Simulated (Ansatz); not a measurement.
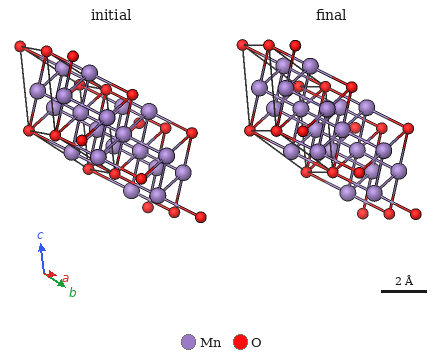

The structure of a crystal of Mn₃O (a generated structure, set up in Im-3m) before (left) and after (right) a relaxation, at one scale.

A ball-and-stick model of the cell of the calculation, repeated 2 × 2 × 1 with one cell outlined, seen from a free direction.

These are results of DFT PBE, scalar-relativistic, plane waves, PAW in Ansatz, not measurements. Set-up: plane-wave cutoff 420 eV; k-point mesh 14 × 14 × 14; occupations gaussian; smearing width 0.1 eV; collinear spin; cell and atoms relaxed; force threshold 0.01 eV/Å; at most 80 steps.

### Describe what moved and what it gained.

Over 5 accepted moves (7 points after the start) the energy falls by 50.5 meV per atom. All forces vanish by symmetry, so only the cell relaxes. Pressure: −1.17 GPa at the start and 0.00 GPa at the end. The SCF was repeated twice at an unchanged geometry on a basis and grid sized afresh for the cell, which shifted the energy by 1.4 meV per atom at most. The atoms keep their places relative to the cell (all moves are under 0.005 Å). The drawn cell changes as follows: a = b = c 3.983 → 3.997 Å (+0.3 %), α 109.5° → 112.6°, β 109.5° → 103.5°, γ 109.5° → 112.6°; the volume changes by +0.2 %. Near-neighbour distances that change, for instance: Mn–Mn 2.300 → 2.475 Å, Mn–O 2.300 → 2.475 Å, Mn–O 2.300 → 2.219 Å, Mn–Mn 2.300 → 2.219 Å. The space group (tolerance 0.01 Å) goes from Im-3m (No. 229) to I4/mmm (No. 139). The run took 7 min on 1 thread of Intel(R) Xeon(R) Platinum 8488C (Sapphire Rapids), with other jobs on the host, peak memory 0.89 GiB.
